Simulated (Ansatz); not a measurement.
Geometry relaxation of SiC (part 1 of 3)

The run: geometry relaxation of SiC (slab, 20 atoms in the cell). Method and program: DFT r2SCAN, scalar-relativistic, plane waves, PAW, no spin polarisation (Ansatz 0.2.0).

The structure derives from an entry of the Crystallography Open Database. The input holds or restrains some coordinates. Forces given for the steps count only the free coordinates. It belongs to a series of runs on one base structure; here: lower part held, upper part relaxed from the bulk's places. Figures and captions count atoms from 1; the log counts them from 0 in places.

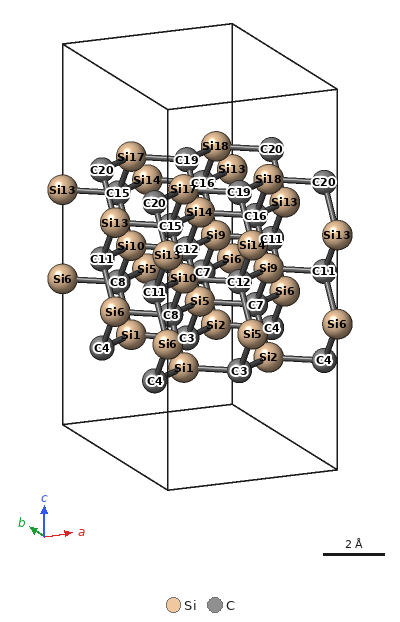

**Figure 1.** The structure as given in the input (ball-and-stick view of the 1 × 2 repeat of the cell, with the vacuum cut short, seen slightly off an axis; atoms are numbered from 1 in the order of the input). An atom can appear more than once, as a periodic image.

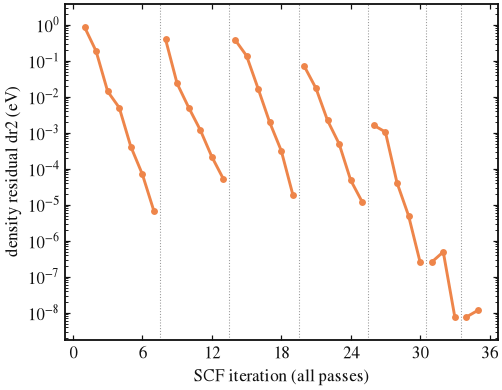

**Figure 2.** Convergence of the self-consistent field: density residual dr2 against the SCF iteration. Dotted lines part the SCF passes that the log prints in full.

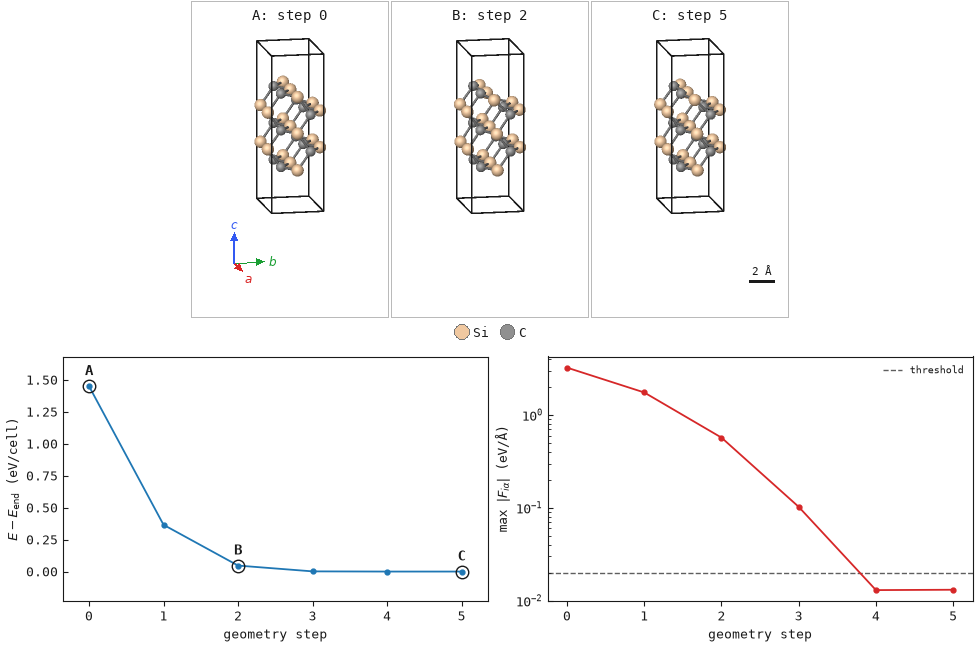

**Figure 3.** Frames of the restrained relaxation (ball-and-stick view of the cell of the calculation, with the vacuum cut short (origin shifted), seen slightly off an axis) above the curves, on which the letters mark them (the first geometry is step 0 here and step 1 in the log).

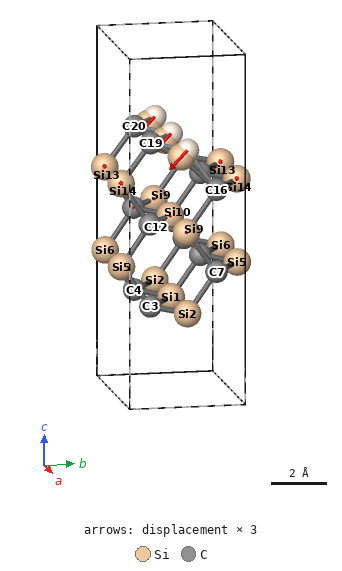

**Figure 4.** Start (faint) and end (solid) with the displacements as red arrows, magnified 3 times (ball-and-stick view of the cell of the calculation, with the vacuum cut short (origin shifted), seen slightly off an axis). The largest moves, 0.34 Å, are those of Si17 and Si18. By element the largest moves are Si 0.34 Å, C 0.03 Å. The lattice vectors keep their values. Among the contacts that change: Si17–C19 1.886 → 1.773 Å, Si10–C15 1.886 → 1.934 Å, C15–Si17 1.886 → 1.849 Å, C11–Si13 1.886 → 1.917 Å. Among the angles that change: C19–Si17–C20 109.5° → 120.7°, Si17–C19–Si18 109.5° → 120.7°, Si9–C16–Si18 109.5° → 98.3°. Over 5 geometry steps the energy falls by 1.451 eV per cell of the calculation. Largest force component: 3.2 eV/Å at the start, 0.013 eV/Å at the end. (Atoms are counted from 1 in the order of the input.)

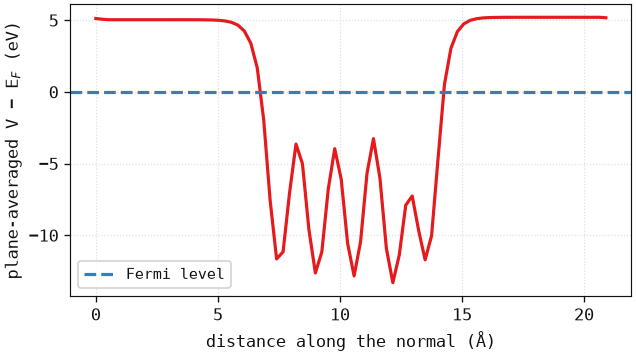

**Figure 5.** Plane average of the electrostatic potential energy of an electron across the cell, from the Fermi level. The vacuum level lies 5.20 eV above the Fermi level on the upper side and 5.03 eV on the lower.

The input and output of the run follow.

**Input**
```yaml
crystal:
  lattice:
    - [6.1607243544, 0.0, 0.0]
    - [0.0, 4.356289968, 0.0]
    - [0.0, 0.0, 21.1607243544]
  atoms:
    - { symbol: Si, position: [0.25, 0.5, 0.3544302111] }
    - { symbol: Si, position: [0.75, 0.5, 0.3544302111] }
    - { symbol: C, position: [0.5, 0.25, 0.3544302111] }
    - { symbol: C, position: [0.0, 0.25, 0.3544302111] }
    - { symbol: Si, position: [0.5, 0.0, 0.4272151056] }
    - { symbol: Si, position: [0.0, 0.0, 0.4272151056] }
    - { symbol: C, position: [0.75, 0.75, 0.4272151056] }
    - { symbol: C, position: [0.25, 0.75, 0.4272151056] }
    - { symbol: Si, position: [0.75, 0.5, 0.5] }
    - { symbol: Si, position: [0.25, 0.5, 0.5] }
    - { symbol: C, position: [0.0, 0.25, 0.5] }
    - { symbol: C, position: [0.5, 0.25, 0.5] }
    - { symbol: Si, position: [0.0, 0.0, 0.5727848944] }
    - { symbol: Si, position: [0.5, 0.0, 0.5727848944] }
    - { symbol: C, position: [0.25, 0.75, 0.5727848944] }
    - { symbol: C, position: [0.75, 0.75, 0.5727848944] }
    - { symbol: Si, position: [0.25, 0.5, 0.6455697889] }
    - { symbol: Si, position: [0.75, 0.5, 0.6455697889] }
    - { symbol: C, position: [0.5, 0.25, 0.6455697889] }
    - { symbol: C, position: [0.0, 0.25, 0.6455697889] }
basis:
  ecutwfc: 500
kpoints:
  mp_grid: { grid: [5, 6, 1] }
hamiltonian:
  xc: r2scan
scf:
  occupations: { method: gaussian, width: 0.05 }
output:
  forces: true
  eigenvalues: true
relax:
  adjacent_minimum: "off"
  f_tol: 0.02
  max_steps: 90
  constraints: [{ sites: [0, 1, 2, 3, 4, 5, 6, 7] }]
efield:
  axis: 3
  dipole_correction: true
  ramp_width: 0.04
```

Run as:
```bash
ansatz run input.yaml --threads 4 --pin off --max-ram 10240MiB --backend cpu --events-out ev --progress --plain --runs-dir out
```

**Output**
```
Engine: ansatz 0.2.0, x86_64-unknown-linux-gnu
Pseudopotentials: kind: paw
Pseudopotential: Si, paw, valence charge 4, recommended cutoff 500 eV (meta_gga), Si.paw.azcp
Pseudopotential: C, paw, valence charge 4, recommended cutoff 500 eV (meta_gga), C.paw.azcp
Functional definition: r2SCAN
  parameter k0 = 0.174
  parameter k1 = 0.065
  parameter a1 = 4.9479
  exchange = r2scan_x(k0 = k0, k1 = k1, a1 = a1)
  correlation = r2scan_c
Crystal: 20 atoms, lattice volume = 567.909 Å³
Basis set: ecut = 500 eV, 14397 PW (Γ), exchange–correlation on 180×128×640 points (64 copies of the dense FFT grid, shifted against one another)
Bands: 60, of which v1, the nominal top of the filled ones, is band 40 counted from 1 (39 counted from 0)
Symmetry: 4 space group operations
k-points: 12 of 30 (time reversal used)
Non-local potential: Si, projectors of the file, l = 0: 2, l = 1: 2, l = 2: 2
Non-local potential: C, projectors of the file, l = 0: 2, l = 1: 2, l = 2: 1
PAW form: soft (Blöchl's): semilocal exchange-correlation on the pseudo side does not see the compensation charge
PAW frozen core: Si, regenerated for the run's functional (the file was generated under x = pbe(κ = 0.804, μ = 0.2195149727645171), c = pbe(β = 0.06672455060314922))
PAW frozen core: C, regenerated for the run's functional (the file was generated under x = pbe(κ = 0.804, μ = 0.2195149727645171), c = pbe(β = 0.06672455060314922))
PAW one-centre angular grid: Si, 302 points (default); XC on 160 Gauss nodes
PAW one-centre angular grid: C, 302 points (default); XC on 239 of its mesh's 2573 points in the sphere
Initial density: superposition of atomic densities (neutral atoms: chi_scale 0, normalization atom), corrected by the library's trained network
Initial wavefunctions: pseudopotential atomic-orbital guess
Functional: x = r2scan, c = r2scan; τ floored in thin density (d = 2e-4 eV/Å³)
SCF iter   1: F=—  HF=-8899.453286 eV  |F-HF|=—  |Δ(HF+E_count)|=         —  Δρ=8.95e-3  dr2=8.69e-1  dr2_τ=1.72e0  ethr=1.77e-3  p=0.000 e·Å  D=1.62e-14 V/Å  ΔV_dip=-0.00 eV  dr2_dipole=2.98e-11  V_vac-E_F(+/−)=4.99/4.99 eV  ⟨swp⟩=11.2  Hψ=4873  notcnv=0  defer=71
efield: sawtooth ramp at fractional position 0.9800 (placed from the atoms, in the widest stretch of the axis that holds none; the zero of the levels goes with the place), width 0.0400; the density the first Hamiltonian is built on has a dipole p = 0.000 e·Å; the dipole correction subtracts the counter field D = 1.62e-14 V/Å, which shifts the + side's vacuum level by -0.00 eV against the − side's; the planar-averaged density in the ramp window peaks in size at 2.6e-5 e/Å³
preconditioner: auto → Resta (q_TF=auto, 1.968 Å⁻¹)  ε∞=2.6  [insulator: Δε(μ)=0.232 eV  Ē_g=11.153 eV  σ=0.050 eV  W_gap=1.00  n_scr=72 (ndim 8)  ℏωp=13.9 eV  f_vac=0.528  D(μ)=0.01/eV (n_scr^D=0)  ε∞_Penn≈2.6  vacuum switching on, ρ_ref=9.0e-3 e/Å³]
SCF iter   2: F=—  HF=-8899.730296 eV  |F-HF|=—  |Δ(HF+E_count)|=   2.77e-1  Δρ=5.48e-3  dr2=1.85e-1  dr2_τ=2.41e-2  ethr=1.09e-3  p=-0.000 e·Å  D=-1.41e-6 V/Å  ΔV_dip=0.00 eV  dr2_dipole=3.70e-13  V_vac-E_F(+/−)=4.81/4.81 eV  ⟨swp⟩=2.1  Hψ=1273  notcnv=0  defer=185
preconditioner: auto → LDOS  [metal: Δε(μ)=0.047 eV  Ē_g=11.074 eV  σ=0.050 eV  W_gap=0.49  n_scr=72 (ndim 8)  ℏωp=13.9 eV  f_vac=0.528  D(μ)=4.46/eV (n_scr^D=18)  β→1.0]
SCF iter   3: F=—  HF=-8899.705064 eV  |F-HF|=—  |Δ(HF+E_count)|=   2.52e-2  Δρ=1.57e-3  dr2=1.41e-2  dr2_τ=1.02e-3  ethr=2.31e-4  p=0.000 e·Å  D=6.61e-7 V/Å  ΔV_dip=-0.00 eV  dr2_dipole=3.02e-11  V_vac-E_F(+/−)=4.94/4.94 eV  ⟨swp⟩=2.0  Hψ=978  notcnv=0  defer=185
SCF iter   4: F=—  HF=-8899.708574 eV  |F-HF|=—  |Δ(HF+E_count)|=   3.51e-3  Δρ=7.65e-4  dr2=4.98e-3  dr2_τ=2.87e-4  ethr=1.77e-5  p=0.000 e·Å  D=7.59e-7 V/Å  ΔV_dip=-0.00 eV  dr2_dipole=1.35e-9  V_vac-E_F(+/−)=4.98/4.98 eV  ⟨swp⟩=2.0  Hψ=1009  notcnv=0  defer=185
SCF iter   5: F=—  HF=-8899.708017 eV  |F-HF|=—  |Δ(HF+E_count)|=   5.57e-4  Δρ=2.53e-4  dr2=4.13e-4  dr2_τ=1.99e-5  ethr=6.22e-6  p=0.000 e·Å  D=4.22e-7 V/Å  ΔV_dip=-0.00 eV  dr2_dipole=2.22e-10  V_vac-E_F(+/−)=5.00/5.00 eV  ⟨swp⟩=2.0  Hψ=971  notcnv=0  defer=185
SCF iter   6: F=—  HF=-8899.708146 eV  |F-HF|=—  |Δ(HF+E_count)|=   1.29e-4  Δρ=8.78e-5  dr2=7.01e-5  dr2_τ=4.55e-6  ethr=5.17e-7  p=0.000 e·Å  D=3.00e-7 V/Å  ΔV_dip=-0.00 eV  dr2_dipole=2.88e-11  V_vac-E_F(+/−)=5.01/5.01 eV  ⟨swp⟩=2.0  Hψ=1033  notcnv=0  defer=185
SCF iter   7: F=-8899.708151 eV  HF=-8899.708154 eV  |F-HF|=2.84e-6  |Δ(HF+E_count)|=   8.04e-6  Δρ=2.22e-5  dr2=6.63e-6  dr2_τ=1.72e-7  ethr=1.25e-8  p=0.000 e·Å  D=2.23e-7 V/Å  ΔV_dip=-0.00 eV  dr2_dipole=2.63e-11  V_vac-E_F(+/−)=5.02/5.02 eV  ⟨swp⟩=26.5  Hψ=6324  notcnv=0
SCF 1 converged in 7 iterations: F = -8899.708151 eV  dr2 = 6.63e-6
  greatest PAW one-centre occupation: 0.664 electrons in one spin orbital (limit 2), on the C atom at site 7 (counted from 0), in its partial waves of l = 0
relax step   1: F+E_penalty+E_count = -8899.70815080 eV  Δ(F+E_penalty+E_count) = +0.000e0 eV  max|allowed force component| = 3.236e0 eV/Å  Δτ_max = 0.0000 Å  (7 SCF iters, dr2 threshold 1.00e-5 eV, accepted)
Initial density: handed on by an earlier stage of this run
Initial wavefunctions: those handed on with the density
iter 1 solved again at ethr=5.06e-4 eV; its pass at ethr=3.10e-3 eV (dr2=4.05e-1 eV) is discarded
SCF iter   1: F=—  HF=-8900.811794 eV  |F-HF|=—  |Δ(HF+E_count)|=         —  Δρ=6.95e-3  dr2=3.98e-1  dr2_τ=7.25e-2  ethr=5.06e-4  p=0.000 e·Å  D=2.28e-7 V/Å  ΔV_dip=-0.00 eV  dr2_dipole=1.77e-3  V_vac-E_F(+/−)=5.06/5.06 eV  ⟨swp⟩=2.0  Hψ=3151  notcnv=0  defer=170
efield: sawtooth ramp at fractional position 0.9800 (handed on by an earlier solve), width 0.0400; the density the first Hamiltonian is built on has a dipole p = 0.000 e·Å; the dipole correction subtracts the counter field D = 2.28e-7 V/Å, which shifts the + side's vacuum level by -0.00 eV against the − side's; the planar-averaged density in the ramp window peaks in size at 9.5e-8 e/Å³
preconditioner: auto → Resta (q_TF=auto, 1.968 Å⁻¹)  ε∞=2.5  [insulator: Δε(μ)=0.196 eV  Ē_g=11.269 eV  σ=0.050 eV  W_gap=0.99  n_scr=72 (ndim 8)  ℏωp=13.9 eV  f_vac=0.533  D(μ)=0.05/eV (n_scr^D=0)  ε∞_Penn≈2.5  vacuum switching on, ρ_ref=9.2e-3 e/Å³]
SCF iter   2: F=—  HF=-8900.787690 eV  |F-HF|=—  |Δ(HF+E_count)|=   2.41e-2  Δρ=2.15e-3  dr2=2.34e-2  dr2_τ=7.91e-3  ethr=4.98e-4  p=0.019 e·Å  D=5.95e-3 V/Å  ΔV_dip=-0.13 eV  dr2_dipole=2.23e-3  V_vac-E_F(+/−)=4.92/5.05 eV  ⟨swp⟩=3.0  Hψ=1050  notcnv=0  defer=170
preconditioner: auto → LDOS  [insulator: Δε(μ)=0.106 eV  Ē_g=11.253 eV  σ=0.050 eV  W_gap=0.86  n_scr=72 (ndim 8)  ℏωp=13.9 eV  f_vac=0.533  D(μ)=0.79/eV (n_scr^D=2)  ε∞_Penn≈2.5  β→1.0]
SCF iter   3: F=—  HF=-8900.792576 eV  |F-HF|=—  |Δ(HF+E_count)|=   4.89e-3  Δρ=8.31e-4  dr2=5.03e-3  dr2_τ=3.47e-4  ethr=2.93e-5  p=-0.006 e·Å  D=-2.00e-3 V/Å  ΔV_dip=0.04 eV  dr2_dipole=3.80e-4  V_vac-E_F(+/−)=5.10/5.05 eV  ⟨swp⟩=2.2  Hψ=1180  notcnv=0  defer=178
SCF iter   4: F=—  HF=-8900.793392 eV  |F-HF|=—  |Δ(HF+E_count)|=   8.16e-4  Δρ=3.14e-4  dr2=1.20e-3  dr2_τ=6.12e-5  ethr=6.28e-6  p=-0.010 e·Å  D=-3.03e-3 V/Å  ΔV_dip=0.06 eV  dr2_dipole=1.16e-4  V_vac-E_F(+/−)=5.11/5.05 eV  ⟨swp⟩=2.1  Hψ=1022  notcnv=0  defer=179
SCF iter   5: F=—  HF=-8900.793353 eV  |F-HF|=—  |Δ(HF+E_count)|=   3.94e-5  Δρ=1.27e-4  dr2=2.16e-4  dr2_τ=8.09e-6  ethr=1.50e-6  p=-0.010 e·Å  D=-3.21e-3 V/Å  ΔV_dip=0.07 eV  dr2_dipole=7.31e-5  V_vac-E_F(+/−)=5.11/5.04 eV  ⟨swp⟩=2.0  Hψ=1013  notcnv=0  defer=179
SCF iter   6: F=-8900.793282 eV  HF=-8900.793343 eV  |F-HF|=6.12e-5  |Δ(HF+E_count)|=   9.73e-6  Δρ=4.54e-5  dr2=5.21e-5  dr2_τ=8.97e-7  ethr=1.25e-7  p=-0.012 e·Å  D=-3.82e-3 V/Å  ΔV_dip=0.08 eV  dr2_dipole=2.11e-5  V_vac-E_F(+/−)=5.12/5.04 eV  ⟨swp⟩=24.5  Hψ=5848  notcnv=0
SCF 2 converged in 6 iterations: F = -8900.793282 eV  dr2 = 5.21e-5
  greatest PAW one-centre occupation: 0.667 electrons in one spin orbital (limit 2), on the C atom at site 19 (counted from 0), in its partial waves of l = 0
relax step   2: F+E_penalty+E_count = -8900.79328174 eV  Δ(F+E_penalty+E_count) = -1.085e0 eV  max|allowed force component| = 1.748e0 eV/Å  Δτ_max = 0.1948 Å  (6 SCF iters, dr2 threshold 1.00e-4 eV, accepted)
iter 1 solved again at ethr=4.96e-4 eV; its pass at ethr=3.10e-3 eV (dr2=3.97e-1 eV) is discarded
```
